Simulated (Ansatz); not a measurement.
MnAs: single-point calculation (part 2 of 4)

Continued. System: MnAs (Pnma, 8 atoms in the cell). Method: DFT, PBE, PAW, plane waves, scalar-relativistic (Ansatz 0.2.0); cutoff 420 eV, 3×4×2 k-mesh, Fermi–Dirac smearing of 0.03 eV, non-collinear spins. The structure derives from an entry of the Crystallography Open Database. It belongs to a series of runs on one base structure; here: flat spiral with wave vector (1 0 1) of the cell.

Geometry of the input (Å; fractional positions):
```
5.4950  0.0000  0.0000
0.0000  3.4140  0.0000
0.0000  0.0000  6.1030
Mn 0.0150  0.2500  0.2000
Mn 0.4850  0.7500  0.7000
Mn 0.5150  0.2500  0.3000
Mn 0.9850  0.7500  0.8000
As 0.2000  0.2500  0.5700
As 0.3000  0.7500  0.0700
As 0.7000  0.2500  0.9300
As 0.8000  0.7500  0.4300
```

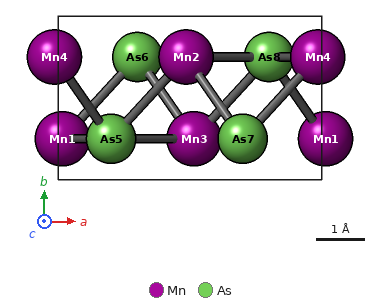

*The structure as given in the input (ball-and-stick view of the cell of the calculation, along the c axis; atoms are numbered from 1 in the order of the input).*

Log, continued:
```
SCF iter   1: F=—  HF=-35019.183916 eV  |F-HF|=—  |Δ(HF+E_count)|=         —  Δρ=1.51e-1  dr2=3.52e0  dr2_m=6.96e0  ethr=2.93e-3  |M|=3.61e0 ∫|m|=1.31e1 μB  |m|>n=0.0e0 m-floor=0.0e0 τ_xc=4.8e-2 mc-row=0.0e0  β_m=0.30  ⟨swp⟩=1.6  Hψ=7307  notcnv=0
preconditioner: auto → Kerker (q_TF=auto, 2.750 Å⁻¹)  [metal: Δε(μ)=0.048 eV  Ē_g=6.708 eV  σ=0.030 eV  W_gap=0.38  n_scr=38 (ndim 8)  ℏωp=24.0 eV  f_vac=0.000  D(μ)=3.93/eV (n_scr^D=34)]
spin=Noncollinear: Kerker preconditioning applied to the charge; magnetization (m_x, m_y, m_z) channels mix plain (no charge-response kernel on spin).
SCF iter   2: F=—  HF=-35020.009007 eV  |F-HF|=—  |Δ(HF+E_count)|=   8.25e-1  Δρ=1.23e-1  dr2=9.48e-1  dr2_m=4.59e0  ethr=2.93e-3  |M|=3.53e0 ∫|m|=1.28e1 μB  |m|>n=0.0e0 m-floor=0.0e0 τ_xc=4.8e-2 mc-row=0.0e0  β_m=0.30  ⟨swp⟩=2.2  Hψ=2266  notcnv=0
SCF iter   3: F=—  HF=-35020.555352 eV  |F-HF|=—  |Δ(HF+E_count)|=   5.46e-1  Δρ=9.92e-2  dr2=4.33e-1  dr2_m=2.98e0  ethr=7.90e-4  |M|=3.44e0 ∫|m|=1.24e1 μB  |m|>n=0.0e0 m-floor=0.0e0 τ_xc=5.9e-2 mc-row=0.0e0  β_m=0.30  ⟨swp⟩=2.0  Hψ=2103  notcnv=0  defer=152
SCF iter   4: F=—  HF=-35020.836541 eV  |F-HF|=—  |Δ(HF+E_count)|=   2.81e-1  Δρ=7.63e-2  dr2=3.41e-2  dr2_m=1.75e0  ethr=3.61e-4  |M|=3.42e0 ∫|m|=1.23e1 μB  |m|>n=0.0e0 m-floor=0.0e0 τ_xc=7.1e-2 mc-row=0.0e0  β_m=0.30  ⟨swp⟩=3.0  Hψ=3204  notcnv=0  defer=152
SCF iter   5: F=—  HF=-35021.060077 eV  |F-HF|=—  |Δ(HF+E_count)|=   2.24e-1  Δρ=6.42e-2  dr2=1.40e-2  dr2_m=1.23e0  ethr=2.84e-5  |M|=3.36e0 ∫|m|=1.20e1 μB  |m|>n=0.0e0 m-floor=0.0e0 τ_xc=8.3e-2 mc-row=0.0e0  β_m=0.30  ⟨swp⟩=3.2  Hψ=3116  notcnv=0  defer=152
SCF iter   6: F=—  HF=-35021.204977 eV  |F-HF|=—  |Δ(HF+E_count)|=   1.45e-1  Δρ=5.42e-2  dr2=6.34e-3  dr2_m=8.67e-1  ethr=1.17e-5  |M|=3.31e0 ∫|m|=1.17e1 μB  |m|>n=0.0e0 m-floor=0.0e0 τ_xc=9.3e-2 mc-row=0.0e0  β_m=0.30  ⟨swp⟩=2.8  Hψ=3250  notcnv=0  defer=152
SCF iter   7: F=—  HF=-35021.301869 eV  |F-HF|=—  |Δ(HF+E_count)|=   9.69e-2  Δρ=4.59e-2  dr2=2.12e-3  dr2_m=6.17e-1  ethr=5.29e-6  |M|=3.29e0 ∫|m|=1.15e1 μB  |m|>n=0.0e0 m-floor=0.0e0 τ_xc=1.0e-1 mc-row=0.0e0  β_m=0.30  ⟨swp⟩=2.5  Hψ=3306  notcnv=0  defer=147
SCF iter   8: F=—  HF=-35021.368519 eV  |F-HF|=—  |Δ(HF+E_count)|=   6.67e-2  Δρ=3.96e-2  dr2=3.95e-3  dr2_m=4.55e-1  ethr=1.77e-6  |M|=3.27e0 ∫|m|=1.13e1 μB  |m|>n=0.0e0 m-floor=0.0e0 τ_xc=1.1e-1 mc-row=0.0e0  β_m=0.30  ⟨swp⟩=2.3  Hψ=3297  notcnv=0  defer=147
SCF iter   9: F=—  HF=-35021.415499 eV  |F-HF|=—  |Δ(HF+E_count)|=   4.70e-2  Δρ=3.44e-2  dr2=2.82e-3  dr2_m=3.39e-1  ethr=1.77e-6  |M|=3.26e0 ∫|m|=1.12e1 μB  |m|>n=0.0e0 m-floor=0.0e0 τ_xc=1.1e-1 mc-row=0.0e0  β_m=0.30  ⟨swp⟩=2.2  Hψ=3117  notcnv=0  defer=147
SCF iter  10: F=—  HF=-35021.449497 eV  |F-HF|=—  |Δ(HF+E_count)|=   3.40e-2  Δρ=3.00e-2  dr2=2.48e-3  dr2_m=2.55e-1  ethr=1.77e-6  |M|=3.26e0 ∫|m|=1.10e1 μB  |m|>n=0.0e0 m-floor=0.0e0 τ_xc=1.2e-1 mc-row=0.0e0  β_m=0.30  ⟨swp⟩=2.0  Hψ=3114  notcnv=0  defer=147
Mixer restart at iter 10: flushing history
spin-set hold released at iteration 10 (site moments contracting): the magnetisation degrees of freedom join the quasi-Newton model from the next iteration; the mixer history was flushed
SCF iter  11: F=—  HF=-35021.474970 eV  |F-HF|=—  |Δ(HF+E_count)|=   2.55e-2  Δρ=2.64e-2  dr2=2.65e-3  dr2_m=1.97e-1  ethr=1.77e-6  |M|=3.27e0 ∫|m|=1.09e1 μB  |m|>n=0.0e0 m-floor=0.0e0 τ_xc=1.2e-1 mc-row=0.0e0  β_m=0.31  ⟨swp⟩=2.0  Hψ=2957  notcnv=0  defer=147
SCF iter  12: F=—  HF=-35021.538701 eV  |F-HF|=—  |Δ(HF+E_count)|=   6.37e-2  Δρ=1.63e-2  dr2=1.32e-2  dr2_m=7.66e-2  ethr=1.77e-6  |M|=3.37e0 ∫|m|=1.04e1 μB  |m|>n=0.0e0 m-floor=0.0e0 τ_xc=1.3e-1 mc-row=0.0e0  β_m=0.82  ⟨swp⟩=3.1  Hψ=3487  notcnv=0  defer=147
SCF iter  13: F=—  HF=-35021.598301 eV  |F-HF|=—  |Δ(HF+E_count)|=   5.96e-2  Δρ=1.34e-2  dr2=2.76e-1  dr2_m=4.24e-2  ethr=1.77e-6  |M|=3.63e0 ∫|m|=9.68e0 μB  |m|>n=0.0e0 m-floor=0.0e0 τ_xc=1.4e-1 mc-row=0.0e0  β_m=0.41  ⟨swp⟩=4.2  Hψ=3906  notcnv=0  defer=145  recentre
SCF iter  14: F=—  HF=-35021.569395 eV  |F-HF|=—  |Δ(HF+E_count)|=   2.89e-2  Δρ=9.49e-3  dr2=5.72e-3  dr2_m=3.94e-2  ethr=1.77e-6  |M|=3.50e0 ∫|m|=9.94e0 μB  |m|>n=0.0e0 m-floor=0.0e0 τ_xc=1.4e-1 mc-row=0.0e0  β_m=0.96  ⟨swp⟩=2.8  Hψ=3618  notcnv=0  defer=141
SCF iter  15: F=—  HF=-35021.596496 eV  |F-HF|=—  |Δ(HF+E_count)|=   2.71e-2  Δρ=9.82e-3  dr2=7.34e-3  dr2_m=4.56e-2  ethr=1.77e-6  |M|=3.75e0 ∫|m|=9.60e0 μB  |m|>n=0.0e0 m-floor=0.0e0 τ_xc=1.4e-1 mc-row=0.0e0  β_m=0.98  ⟨swp⟩=2.8  Hψ=3373  notcnv=0  defer=141
SCF iter  16: F=—  HF=-35021.606534 eV  |F-HF|=—  |Δ(HF+E_count)|=   1.00e-2  Δρ=1.04e-2  dr2=6.09e-3  dr2_m=4.69e-2  ethr=1.77e-6  |M|=3.88e0 ∫|m|=9.51e0 μB  |m|>n=0.0e0 m-floor=0.0e0 τ_xc=1.5e-1 mc-row=0.0e0  β_m=0.99  ⟨swp⟩=2.4  Hψ=3185  notcnv=0  defer=141
SCF iter  17: F=—  HF=-35021.587873 eV  |F-HF|=—  |Δ(HF+E_count)|=   1.87e-2  Δρ=9.18e-3  dr2=1.73e-2  dr2_m=4.38e-2  ethr=1.77e-6  |M|=3.64e0 ∫|m|=9.70e0 μB  |m|>n=0.0e0 m-floor=0.0e0 τ_xc=1.4e-1 mc-row=0.0e0  β_m=0.99  ⟨swp⟩=2.6  Hψ=3234  notcnv=0  defer=141
SCF iter  18: F=—  HF=-35021.576334 eV  |F-HF|=—  |Δ(HF+E_count)|=   1.15e-2  Δρ=9.18e-3  dr2=8.56e-3  dr2_m=4.17e-2  ethr=1.77e-6  |M|=3.50e0 ∫|m|=9.80e0 μB  |m|>n=0.0e0 m-floor=0.0e0 τ_xc=1.4e-1 mc-row=0.0e0  β_m=0.22  ⟨swp⟩=2.1  Hψ=2335  notcnv=0  defer=141
SCF iter  19: F=—  HF=-35021.569039 eV  |F-HF|=—  |Δ(HF+E_count)|=   7.29e-3  Δρ=8.89e-3  dr2=5.40e-3  dr2_m=3.92e-2  ethr=1.77e-6  |M|=3.42e0 ∫|m|=9.89e0 μB  |m|>n=0.0e0 m-floor=0.0e0 τ_xc=1.4e-1 mc-row=0.0e0  β_m=0.78  ⟨swp⟩=2.2  Hψ=3242  notcnv=0  defer=141
SCF iter  20: F=—  HF=-35021.571778 eV  |F-HF|=—  |Δ(HF+E_count)|=   2.74e-3  Δρ=9.08e-3  dr2=1.91e-3  dr2_m=3.88e-2  ethr=1.77e-6  |M|=3.42e0 ∫|m|=9.79e0 μB  |m|>n=0.0e0 m-floor=0.0e0 τ_xc=1.4e-1 mc-row=0.0e0  β_m=0.38  ⟨swp⟩=2.0  Hψ=3149  notcnv=0  defer=141
SCF iter  21: F=—  HF=-35021.559501 eV  |F-HF|=—  |Δ(HF+E_count)|=   1.23e-2  Δρ=8.85e-3  dr2=8.95e-3  dr2_m=3.65e-2  ethr=1.59e-6  |M|=3.25e0 ∫|m|=9.89e0 μB  |m|>n=0.0e0 m-floor=0.0e0 τ_xc=1.3e-1 mc-row=0.0e0  β_m=0.08  ⟨swp⟩=2.4  Hψ=3054  notcnv=0  defer=141
SCF iter  22: F=—  HF=-35021.548251 eV  |F-HF|=—  |Δ(HF+E_count)|=   1.13e-2  Δρ=8.59e-3  dr2=1.52e-3  dr2_m=3.66e-2  ethr=1.59e-6  |M|=3.06e0 ∫|m|=9.96e0 μB  |m|>n=0.0e0 m-floor=0.0e0 τ_xc=1.2e-1 mc-row=0.0e0  β_m=0.97  ⟨swp⟩=2.2  Hψ=3069  notcnv=0  defer=143
SCF iter  23: F=—  HF=-35021.549732 eV  |F-HF|=—  |Δ(HF+E_count)|=   1.48e-3  Δρ=1.12e-2  dr2=1.06e-2  dr2_m=4.51e-2  ethr=1.27e-6  |M|=3.24e0 ∫|m|=1.01e1 μB  |m|>n=0.0e0 m-floor=0.0e0 τ_xc=1.3e-1 mc-row=0.0e0  β_m=0.18  ⟨swp⟩=2.5  Hψ=3130  notcnv=0  defer=143
SCF iter  24: F=—  HF=-35021.537994 eV  |F-HF|=—  |Δ(HF+E_count)|=   1.17e-2  Δρ=8.30e-3  dr2=2.42e-3  dr2_m=3.60e-2  ethr=1.27e-6  |M|=2.93e0 ∫|m|=1.00e1 μB  |m|>n=0.0e0 m-floor=0.0e0 τ_xc=1.2e-1 mc-row=0.0e0  β_m=0.50  ⟨swp⟩=2.7  Hψ=3188  notcnv=0  defer=143
SCF iter  25: F=—  HF=-35021.570642 eV  |F-HF|=—  |Δ(HF+E_count)|=   3.26e-2  Δρ=1.11e-2  dr2=6.13e-3  dr2_m=4.16e-2  ethr=1.27e-6  |M|=3.73e0 ∫|m|=9.97e0 μB  |m|>n=0.0e0 m-floor=0.0e0 τ_xc=2.3e-1 mc-row=0.0e0  β_m=0.14  ⟨swp⟩=3.8  Hψ=3744  notcnv=0  defer=147
SCF iter  26: F=—  HF=-35021.627983 eV  |F-HF|=—  |Δ(HF+E_count)|=   5.73e-2  Δρ=1.00e-2  dr2=8.10e-3  dr2_m=3.60e-2  ethr=1.27e-6  |M|=4.47e0 ∫|m|=9.58e0 μB  |m|>n=0.0e0 m-floor=0.0e0 τ_xc=2.5e-1 mc-row=0.0e0  β_m=0.96  ⟨swp⟩=3.9  Hψ=3912  notcnv=0  defer=154
SCF iter  27: F=—  HF=-35021.729930 eV  |F-HF|=—  |Δ(HF+E_count)|=   1.02e-1  Δρ=1.12e-2  dr2=1.72e-1  dr2_m=4.75e-2  ethr=1.27e-6  |M|=6.20e0 ∫|m|=9.40e0 μB  |m|>n=0.0e0 m-floor=0.0e0 τ_xc=2.2e-1 mc-row=0.0e0  β_m=0.10  ⟨swp⟩=4.2  Hψ=5480  notcnv=0  defer=144  recentre
SCF iter  28: F=—  HF=-35021.709633 eV  |F-HF|=—  |Δ(HF+E_count)|=   2.03e-2  Δρ=6.52e-3  dr2=5.41e-3  dr2_m=1.67e-2  ethr=1.27e-6  |M|=5.36e0 ∫|m|=9.07e0 μB  |m|>n=0.0e0 m-floor=0.0e0 τ_xc=2.1e-1 mc-row=0.0e0  β_m=0.51  ⟨swp⟩=4.0  Hψ=4113  notcnv=0  defer=135
SCF iter  29: F=—  HF=-35021.597207 eV  |F-HF|=—  |Δ(HF+E_count)|=   1.12e-1  Δρ=3.12e-2  dr2=8.29e-2  dr2_m=2.97e-1  ethr=1.27e-6  |M|=7.44e0 ∫|m|=9.71e0 μB  |m|>n=0.0e0 m-floor=0.0e0 τ_xc=2.7e-1 mc-row=0.0e0  β_m=0.31  ⟨swp⟩=4.5  Hψ=5770  notcnv=0  defer=135  recentre
SCF iter  30: F=—  HF=-35021.734635 eV  |F-HF|=—  |Δ(HF+E_count)|=   1.37e-1  Δρ=5.12e-3  dr2=2.08e-3  dr2_m=9.81e-3  ethr=1.27e-6  |M|=5.59e0 ∫|m|=8.77e0 μB  |m|>n=0.0e0 m-floor=0.0e0 τ_xc=1.9e-1 mc-row=0.0e0  β_m=0.66  ⟨swp⟩=4.2  Hψ=4717  notcnv=0  defer=127
SCF iter  31: F=—  HF=-35021.751265 eV  |F-HF|=—  |Δ(HF+E_count)|=   1.66e-2  Δρ=5.41e-3  dr2=3.88e-2  dr2_m=4.82e-3  ethr=1.27e-6  |M|=6.20e0 ∫|m|=8.94e0 μB  |m|>n=0.0e0 m-floor=0.0e0 τ_xc=1.9e-1 mc-row=0.0e0  β_m=0.61  ⟨swp⟩=3.5  Hψ=3880  notcnv=0  defer=127  recentre
SCF iter  32: F=—  HF=-35021.745569 eV  |F-HF|=—  |Δ(HF+E_count)|=   5.70e-3  Δρ=7.11e-3  dr2=5.99e-2  dr2_m=1.70e-2  ethr=1.27e-6  |M|=6.56e0 ∫|m|=9.06e0 μB  |m|>n=0.0e0 m-floor=0.0e0 τ_xc=1.9e-1 mc-row=0.0e0  β_m=0.48  ⟨swp⟩=2.9  Hψ=3718  notcnv=0  defer=129
SCF iter  33: F=—  HF=-35021.751742 eV  |F-HF|=—  |Δ(HF+E_count)|=   6.17e-3  Δρ=2.49e-3  dr2=5.49e-3  dr2_m=2.24e-3  ethr=1.27e-6  |M|=5.91e0 ∫|m|=8.81e0 μB  |m|>n=0.0e0 m-floor=0.0e0 τ_xc=1.6e-1 mc-row=0.0e0  β_m=0.56  ⟨swp⟩=3.9  Hψ=3927  notcnv=0  defer=129
SCF iter  34: F=—  HF=-35021.755074 eV  |F-HF|=—  |Δ(HF+E_count)|=   3.33e-3  Δρ=2.45e-3  dr2=9.58e-3  dr2_m=7.52e-4  ethr=1.27e-6  |M|=6.21e0 ∫|m|=8.81e0 μB  |m|>n=0.0e0 m-floor=0.0e0 τ_xc=1.6e-1 mc-row=0.0e0  β_m=0.47  ⟨swp⟩=2.2  Hψ=3618  notcnv=0  defer=131
SCF iter  35: F=—  HF=-35021.754637 eV  |F-HF|=—  |Δ(HF+E_count)|=   4.37e-4  Δρ=1.53e-3  dr2=1.14e-3  dr2_m=9.55e-4  ethr=1.27e-6  |M|=6.27e0 ∫|m|=8.80e0 μB  |m|>n=0.0e0 m-floor=0.0e0 τ_xc=1.6e-1 mc-row=0.0e0  β_m=0.57  ⟨swp⟩=2.0  Hψ=2265  notcnv=0  defer=131
SCF iter  36: F=—  HF=-35021.755535 eV  |F-HF|=—  |Δ(HF+E_count)|=   8.98e-4  Δρ=9.12e-4  dr2=1.12e-3  dr2_m=1.61e-4  ethr=9.47e-7  |M|=6.20e0 ∫|m|=8.76e0 μB  |m|>n=0.0e0 m-floor=0.0e0 τ_xc=1.5e-1 mc-row=0.0e0  β_m=0.56  ⟨swp⟩=2.0  Hψ=2258  notcnv=0  defer=131
SCF iter  37: F=—  HF=-35021.755685 eV  |F-HF|=—  |Δ(HF+E_count)|=   1.51e-4  Δρ=1.18e-3  dr2=2.01e-3  dr2_m=5.63e-5  ethr=9.33e-7  |M|=6.17e0 ∫|m|=8.74e0 μB  |m|>n=0.0e0 m-floor=0.0e0 τ_xc=1.5e-1 mc-row=0.0e0  β_m=0.48  ⟨swp⟩=2.0  Hψ=2156  notcnv=0  defer=131
SCF iter  38: F=—  HF=-35021.755665 eV  |F-HF|=—  |Δ(HF+E_count)|=   2.08e-5  Δρ=5.39e-4  dr2=4.13e-4  dr2_m=2.69e-5  ethr=9.33e-7  |M|=6.17e0 ∫|m|=8.74e0 μB  |m|>n=0.0e0 m-floor=0.0e0 τ_xc=1.5e-1 mc-row=0.0e0  β_m=0.71  ⟨swp⟩=1.9  Hψ=1725  notcnv=0  defer=131
SCF iter  39: F=—  HF=-35021.755696 eV  |F-HF|=—  |Δ(HF+E_count)|=   3.15e-5  Δρ=2.91e-4  dr2=1.08e-4  dr2_m=1.09e-5  ethr=3.44e-7  |M|=6.17e0 ∫|m|=8.73e0 μB  |m|>n=0.0e0 m-floor=0.0e0 τ_xc=1.5e-1 mc-row=0.0e0  β_m=0.70  ⟨swp⟩=2.0  Hψ=1949  notcnv=0  defer=131
SCF iter  40: F=—  HF=-35021.755713 eV  |F-HF|=—  |Δ(HF+E_count)|=   1.71e-5  Δρ=1.51e-4  dr2=7.99e-6  dr2_m=6.60e-6  ethr=9.02e-8  |M|=6.17e0 ∫|m|=8.73e0 μB  |m|>n=0.0e0 m-floor=0.0e0 τ_xc=1.5e-1 mc-row=0.0e0  β_m=0.85  ⟨swp⟩=2.0  Hψ=2031  notcnv=0  defer=131
SCF iter  41: F=—  HF=-35021.755704 eV  |F-HF|=—  |Δ(HF+E_count)|=   9.31e-6  Δρ=1.35e-4  dr2=5.81e-6  dr2_m=5.34e-6  ethr=6.66e-9  |M|=6.17e0 ∫|m|=8.73e0 μB  |m|>n=0.0e0 m-floor=0.0e0 τ_xc=1.5e-1 mc-row=0.0e0  β_m=0.92  ⟨swp⟩=3.0  Hψ=3173  notcnv=0  defer=131
SCF iter  42: F=—  HF=-35021.755711 eV  |F-HF|=—  |Δ(HF+E_count)|=   7.39e-6  Δρ=1.20e-4  dr2=1.44e-5  dr2_m=4.29e-6  ethr=4.84e-9  |M|=6.17e0 ∫|m|=8.73e0 μB  |m|>n=0.0e0 m-floor=0.0e0 τ_xc=1.5e-1 mc-row=0.0e0  β_m=0.03  ⟨swp⟩=2.2  Hψ=2824  notcnv=0  defer=131
SCF iter  43: F=—  HF=-35021.755714 eV  |F-HF|=—  |Δ(HF+E_count)|=   2.79e-6  Δρ=1.08e-4  dr2=3.50e-6  dr2_m=3.31e-6  ethr=4.84e-9  |M|=6.17e0 ∫|m|=8.73e0 μB  |m|>n=0.0e0 m-floor=0.0e0 τ_xc=1.5e-1 mc-row=0.0e0  β_m=0.22  ⟨swp⟩=2.0  Hψ=2077  notcnv=0  defer=131
```
